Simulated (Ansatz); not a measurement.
In doubt: one-shot GW on d or f shells is unsure (in some of the runs), so the values of those runs are not to be relied on.

Consider CuI (Marshite).

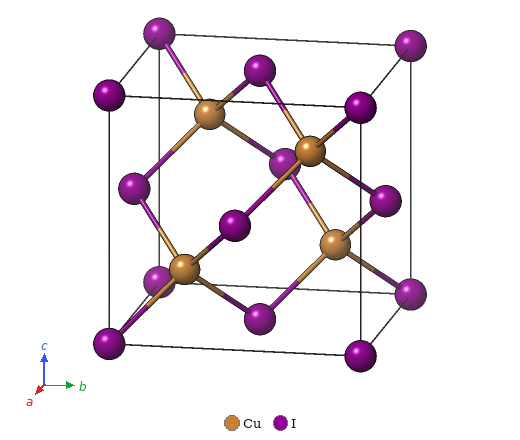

The structure (copper orange, iodine purple). Bonds to atoms that aren't drawn are left out. Some periodic images of atoms are drawn too.

The database entry behind the starting cell differs from later determinations by our own check (about 0.15 % long (mineral sample)), so it need not match the best structure at ambient conditions.

The structure is cubic, space group F-43m (No. 216). The conventional cell has a = 6.063 Å, b = 6.063 Å, c = 6.063 Å, α = 90.00°, β = 90.00°, γ = 90.00°. Cu has 4 I at 2.63 Å nearest. I has 4 Cu at 2.63 Å nearest. Farther neighbours and most contacts between anions are not listed.

```yaml
crystal:
  lattice:
    - [0.00000, 3.03150, 3.03150]
    - [3.03150, 0.00000, 3.03150]
    - [3.03150, 3.03150, 0.00000]
  atoms:
    - { symbol: Cu, position: [0.25000, 0.25000, 0.25000] }
    - { symbol: I, position: [0.00000, 0.00000, 0.00000] }
```

The cell and positions come from the Crystallography Open Database and are kept as given unless a step says otherwise. Spin-orbit coupling is left out unless a run names it. PAW set soft_2, made with PBE.

Gaps computed with Ansatz 0.2.0 without a self-energy: LDA 0.94 eV, PBE 1.12 eV, PBE+SOC 0.97 eV, r2SCAN 1.61 eV, HSE06 2.64 eV, PBE0 3.33 eV and DDH-PBE0 2.50 eV.

**Question.** What gap should G0W0 on PBE give (4×4×4 mesh, 357 empty bands, screening to 200 eV, default PAW files)?

About 1.87 eV: on its mesh the run moves the gap from 1.12 eV by +0.75 eV. Among the scalar-relativistic levels given, r2SCAN is nearest (−0.26 eV). Spin-orbit coupling is not in that value; its −0.15 eV at the PBE level would bring it to about 1.72 eV. Bands and cutoff are finite, so the gap is not at the basis limit. The miss can reach some tenths of an eV and take either sign; the mesh is an error of its own. A d shell, filled or nearly so, lies near the gap. One-shot GW converges very slowly in bands there, not always from below, and on a semilocal start the gap tends to come out low; starts rich in exact exchange can overshoot instead. The many-body steps are scalar-relativistic: spin-orbit coupling is not in them.

[Paths, hosts, dates, memory and timing lines, banners, echoed tables and standing remarks are left out of the program output.]

[Logs are printed without paths, hosts, clocks, repeated set-up lines and the standing remarks that a program may print on its own settings, such as how far it seeks lower states.]

[Runs of the session that timed out or met a known fault of the program may be left out.]

[Cells called generated may have been cut or substituted from an entry of the Crystallography Open Database or the Materials Project.]

[Hosts, paths, dates, database ids (printed as entryN), source tags and the programs' standing remarks are cut or masked in the printed files.]
